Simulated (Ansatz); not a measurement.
# BN: phonon calculation

The run: phonon calculation of BN (P6₃mc, 4 atoms in the cell). Method and program: DFT PBE, scalar-relativistic, plane waves, PAW, no spin polarisation (Ansatz 0.2.0).

The structure derives from a Materials Project entry. It belongs to a series of runs on one base structure; here: zone-centre phonons at 22 GPa.

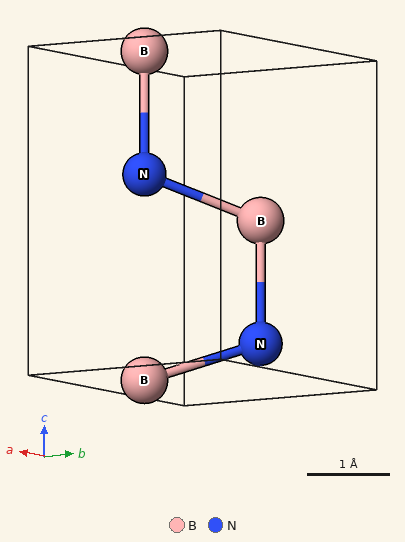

The input geometry (ball-and-stick view of the cell of the calculation, seen at an oblique angle). Near neighbours in the crystal (not all of them lie inside the picture): B has 4 N at 1.54 to 1.55 Å; N has 4 B at 1.54 to 1.55 Å.

**Input**
```yaml
crystal:
  lattice:
    - [2.5089342162, 0.0, 0.0]
    - [-1.2544671081, 2.1728007676, 0.0]
    - [0.0, 0.0, 4.150710805]
  atoms:
    - { symbol: B, position: [0.6666666667, 0.3333333333, 0.9996059881] }
    - { symbol: B, position: [0.3333333333, 0.6666666667, 0.4996059881] }
    - { symbol: "N", position: [0.6666666667, 0.3333333333, 0.6253940119] }
    - { symbol: "N", position: [0.3333333333, 0.6666666667, 0.1253940119] }
basis:
  ecutwfc: 420
kpoints:
  mp_grid: { grid: [12, 12, 6] }
hamiltonian:
  xc: pbe
scf:
  occupations: { method: fixed }
output:
  eigenvalues: true
phonons:
  method: dfpt
  dielectric: true
  rigid_motions: translations
  eigenvectors: true
```

Command:
```bash
ansatz run input.yaml --threads 1 --pin off --max-ram 3072MiB --backend cpu --events-out ev --progress --plain --runs-dir out
```

**The program's output**
```
Engine: ansatz 0.2.0, x86_64-unknown-linux-gnu
Pseudopotentials: kind: paw
Pseudopotential: B, paw, valence charge 3, recommended cutoff 420 eV (normal), B.paw.azcp
Pseudopotential: N, paw, valence charge 5, recommended cutoff 420 eV (normal), N.paw.azcp
Functional definition: PBE
  parameter kappa = 0.804
  parameter beta = 0.06672455060314922
  exchange = pbe_x(kappa = kappa, mu = beta*pi^2/3)
  correlation = pbe_c(beta = beta)
Crystal: 4 atoms, lattice volume = 22.627 Å³
Basis set: ecut = 420 eV, 427 PW (Γ), exchange–correlation on 36×36×60 points (8 copies of the dense FFT grid, shifted against one another)
Bands: 12, of which v1, the nominal top of the filled ones, is band 8 counted from 1 (7 counted from 0)
Symmetry: 12 space group operations
k-points: 242 of 864 (irreducible under 2 space group operations, time reversal used)
Non-local potential: B, projectors of the file, l = 0: 2, l = 1: 2, l = 2: 1
Non-local potential: N, projectors of the file, l = 0: 2, l = 1: 2, l = 2: 1
PAW form: soft (Blöchl's): semilocal exchange-correlation on the pseudo side does not see the compensation charge
PAW one-centre angular grid: B, 110 points (default); XC on 64 Gauss nodes
PAW one-centre angular grid: N, 110 points (default); XC on 64 Gauss nodes
Initial density: superposition of atomic densities (neutral atoms: chi_scale 0, normalization atom), corrected by the library's trained network
Initial wavefunctions: pseudopotential atomic-orbital guess
Functional: x = pbe(κ = 0.804, μ = 0.2195149727645171), c = pbe(β = 0.06672455060314922)
SCF iter   1: F=—  HF=-1084.400401 eV  |F-HF|=—  |Δ(HF+E_count)|=         —  Δρ=3.63e-3  dr2=1.53e-3  ethr=1.77e-3  ⟨swp⟩=4.6  Hψ=13718  notcnv=0  defer=443
preconditioner: auto → none  [insulator: Δε(μ)=5.086 eV  Ē_g=18.136 eV  n_scr=2 (ndim 8)  ℏωp=31.2 eV  f_vac=0.000  ε∞_Penn≈4.0]
SCF iter   2: F=—  HF=-1084.400593 eV  |F-HF|=—  |Δ(HF+E_count)|=   1.92e-4  Δρ=1.25e-3  dr2=1.69e-4  ethr=9.56e-6  ⟨swp⟩=2.5  Hψ=6989  notcnv=0  defer=481
SCF iter   3: F=—  HF=-1084.400755 eV  |F-HF|=—  |Δ(HF+E_count)|=   1.62e-4  Δρ=5.96e-4  dr2=2.37e-5  ethr=1.06e-6  ⟨swp⟩=2.4  Hψ=5014  notcnv=0  defer=423
SCF iter   4: F=—  HF=-1084.400828 eV  |F-HF|=—  |Δ(HF+E_count)|=   7.24e-5  Δρ=7.09e-5  dr2=5.17e-7  ethr=1.48e-7  ⟨swp⟩=2.0  Hψ=5147  notcnv=0  defer=193
SCF iter   5: F=—  HF=-1084.400828 eV  |F-HF|=—  |Δ(HF+E_count)|=   6.69e-7  Δρ=7.88e-6  dr2=6.42e-9  ethr=3.23e-9  ⟨swp⟩=2.0  Hψ=4800  notcnv=0  defer=6
SCF iter   6: F=-1084.400828 eV  HF=-1084.400828 eV  |F-HF|=3.25e-10  |Δ(HF+E_count)|=   1.21e-8  Δρ=1.03e-6  dr2=8.25e-11  ethr=1.00e-12  ⟨swp⟩=6.5  Hψ=19114  notcnv=0
SCF 1 converged in 6 iterations: F = -1084.400828 eV  dr2 = 8.25e-11
  greatest PAW one-centre occupation: 0.792 electrons in one spin orbital (limit 2), on the N atom at site 3 (counted from 0), in its partial waves of l = 0
DFPT response loops at Γ: preconditioner auto → none (the input reference at scf.mixing.eps_inf says where Resta's filter doesn't serve); β = 0.50; Broyden in place of MSR1
── the response to a field inside a basis, on 12×12×6 k-points: an SCF that follows is theirs, and a resumed run solves both again ──
Bands: 9, of which v1, the nominal top of the filled ones, is band 8 counted from 1 (7 counted from 0)
k-points: 126 of 864 (irreducible under 4 space group operations, time reversal used)
Initial density: handed on by an earlier stage of this run
Initial wavefunctions: pseudopotential atomic-orbital guess (no wavefunctions were taken with the density)
Eigensolver: Dense (126 Hₖ)
SCF iter   1: F=—  HF=-1084.407065 eV  |F-HF|=—  |Δ(HF+E_count)|=         —  Δρ=6.77e-4  dr2=1.31e-5  ethr=1.00e-1
preconditioner: auto → none  [insulator: Δε(μ)=5.511 eV  Ē_g=15.950 eV  n_scr=2 (ndim 8)  ℏωp=31.2 eV  f_vac=0.000  ε∞_Penn≈4.8]
SCF iter   2: F=—  HF=-1084.407081 eV  |F-HF|=—  |Δ(HF+E_count)|=   1.69e-5  Δρ=3.28e-4  dr2=3.18e-6  ethr=8.18e-8
SCF iter   3: F=—  HF=-1084.407088 eV  |F-HF|=—  |Δ(HF+E_count)|=   6.68e-6  Δρ=9.11e-5  dr2=8.25e-7  ethr=1.99e-8
SCF iter   4: F=-1084.407088 eV  HF=-1084.407088 eV  |F-HF|=3.31e-9  |Δ(HF+E_count)|=   8.59e-9  Δρ=9.96e-6  dr2=6.61e-9  ethr=5.16e-9
SCF 1 converged in 4 iterations: F = -1084.407088 eV  dr2 = 6.61e-9
DFPT response loops at Γ: mixed as the last ones told, above
SCF converged after 6 iterations
Free energy (F): -1084.400828 eV
Harris-Foulkes:  -1084.400828 eV  (|F-HF|=3.25e-10)
Internal energy: -1084.400828 eV  (E = F + TS)
E sigma→0 (E₀):  -1084.400828 eV
Fermi energy:    12.064066 eV
--- Per-component energies (eV) ---
  E_band       = 60.685115
  E_kinetic    = 376.616165
  E_local      = -344.014400  (includes V_loc(G=0)·N_el)
  E_nonlocal   = 114.011604
  E_hartree    = 96.887930
  E_xc         = -188.237174
  E_vxc        = -234.226459  (∫ρ·V_xc dr)
  E_paw        = -413.435263  (= ΣΔE_a)
  E_vpaw       = -45.477846  (= ΣTr[D̂ρ^β])
  E_aug_tail   = 0.000201  (compensation charges beyond the density's cutoff)
  E_ewald      = -726.229891
  E_smearing   = -0.000000  (= −TS)
  E_closure    = 0.000000  (closes the sum)
  Σ components = -1084.400828   (vs F -1084.400828, Δ=0.00e0)
--- Band table (eV; the first three rows and the last of 242) ---
  k-point 0: bands = ["-8.8633", "-4.5034", "0.7110", "9.8395", "9.8395", "11.7541", "12.0641", "12.0641", "20.6198", "20.6198", "20.9231", "22.1232"]
  k-point 1: bands = ["-8.6910", "-5.1144", "1.6254", "9.9622", "9.9622", "10.8359", "11.8786", "11.8786", "20.8265", "20.8265", "21.2843", "22.1040"]
  k-point 2: bands = ["-8.1807", "-6.2690", "3.6676", "8.6903", "10.3114", "10.3114", "11.4057", "11.4057", "21.4000", "21.4000", "21.7568", "22.0505"]
  k-point 241: bands = ["-3.9713", "-3.9713", "3.2077", "3.2077", "5.5382", "5.5382", "8.6291", "8.6291", "21.0294", "21.0294", "23.6097", "23.6097"]
--- Phonons (Γ-DFPT): 4 representative perturbations + reference, on 242 of 864 k-points (Σ response iterations 12) ---
  k mesh reduced under 2 symmetry operations, with k and −k counted as one. Each operation leaves every solved perturbation unchanged. A smaller set is not considered because the run solves the response to a homogeneous field
  ASR residual: 2.114e-4 → 0.000e0 eV/Å²; symmetrization residual: 1.360e-4 eV/Å²
  ASR residual per site (eV/Å²): 7.65e-5 7.65e-5 2.11e-4 2.11e-4
  Γ frequencies (cm⁻¹): 0.00 0.00 0.00 476.48 476.48 1014.83 1014.83 1024.00 1078.44 1108.66 1108.66 1149.66
  ε∞ (high-frequency dielectric tensor):
        4.521489     0.000000     0.000000
        0.000000     4.521489     0.000000
        0.000000     0.000000     4.675304
  ε⁰ (static dielectric tensor: ions relaxed, cell fixed):
        6.454076    -0.000000    -0.000000
       -0.000000     6.454076    -0.000000
       -0.000000    -0.000000     6.938664
  ε⁰ − ε∞ (ionic part):
        1.932586    -0.000000    -0.000000
       -0.000000     1.932586    -0.000000
       -0.000000    -0.000000     2.263360
  softest optical mode at Γ: 476.48 cm⁻¹; the repairs (sum rule, projections) moved no ω² at Γ by more than (6.72 cm⁻¹)²
  Born effective charges Z* (e; rows j = field, columns β = displacement):
    site 0:
         1.82545   -0.00000    0.00000
        -0.00000    1.82545   -0.00000
         0.00000    0.00000    1.92165
    site 1:
         1.82545   -0.00000    0.00000
        -0.00000    1.82545    0.00000
        -0.00000    0.00000    1.92165
    site 2:
        -1.82545   -0.00000   -0.00000
        -0.00000   -1.82545    0.00000
         0.00000   -0.00000   -1.92165
    site 3:
        -1.82545    0.00000   -0.00000
         0.00000   -1.82545   -0.00000
         0.00000    0.00000   -1.92165
  Z* charge neutrality: 4.015e-4 e pre-enforcement
  solved inside a basis spanned on kpoints, on 12×12×6 k-points, its susceptibility summed on 16×16×8: ε∞ is read to err by 1.2e-2, Z* by 6.7e-3 e (field_mesh: kpoints solves on kpoints); Z* is corrected for what the basis lacks
  optical modes at Γ without the LO–TO term, one row a degenerate level:
      ω (cm⁻¹)  modes    IR ((D/Å)²/amu)
        476.48      2             0.0000
       1014.83      2             0.0000
       1024.00      1             0.0000
       1078.44      1            27.9267
       1108.66      2            50.4013
       1149.66      1             0.0000
  optical modes at Γ + LO–TO along q̂ = [1.0000, 0.0000, 0.0000]:
      ω (cm⁻¹)  modes    IR ((D/Å)²/amu)
        476.48      2             0.0000
       1014.83      2             0.0000
       1024.00      1             0.0000
       1078.44      1            27.9267
       1108.66      1            25.2006
       1149.66      1             0.0000
       1324.57      1            25.2006
  optical modes at Γ + LO–TO along q̂ = [0.0000, 1.0000, 0.0000]:
      ω (cm⁻¹)  modes    IR ((D/Å)²/amu)
        476.48      2             0.0000
       1014.83      2             0.0000
       1024.00      1             0.0000
       1078.44      1            27.9267
       1108.66      1            25.2006
       1149.66      1             0.0000
       1324.57      1            25.2006
  optical modes at Γ + LO–TO along q̂ = [0.0000, 0.0000, 1.0000]:
      ω (cm⁻¹)  modes    IR ((D/Å)²/amu)
        476.48      2             0.0000
       1014.83      2             0.0000
       1024.00      1             0.0000
       1108.66      2            50.4013
       1149.66      1             0.0000
       1313.80      1            27.9267
```

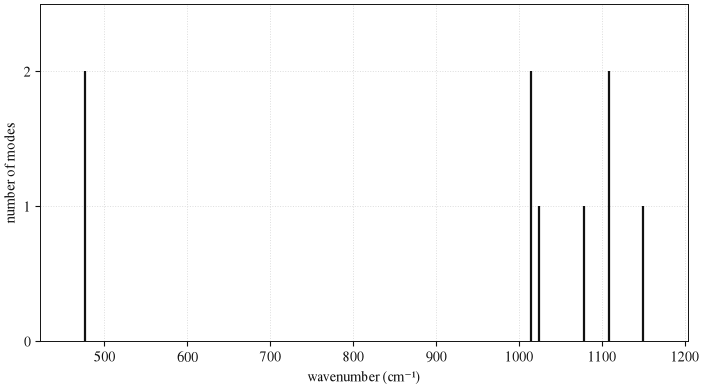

Optical phonons at the zone centre (no LO–TO term); neighbouring modes closer than 3 cm⁻¹ are counted in one stick. 9 modes from 476 to 1150 cm⁻¹, none imaginary.

**Results in brief**

```csv
quantity,value
outcome,converged
space group (tolerance 0.01 Å),P6₃mc (186)
electrons treated,16
free energy,−1084.4008 eV
Fermi energy,12.064 eV
gap on the k-point mesh,5.11 eV
"ε∞ (xx, yy, zz)","4.52, 4.52, 4.68"
Born charges (mean of the diagonal),"B1, B2 (1.86 e); N3, N4 (−1.86 e)"
hardware,"1 thread of AMD EPYC (Zen 3), 32 GiB of memory available, shared host"
wall time,58 s
peak memory,0.64 GiB
```
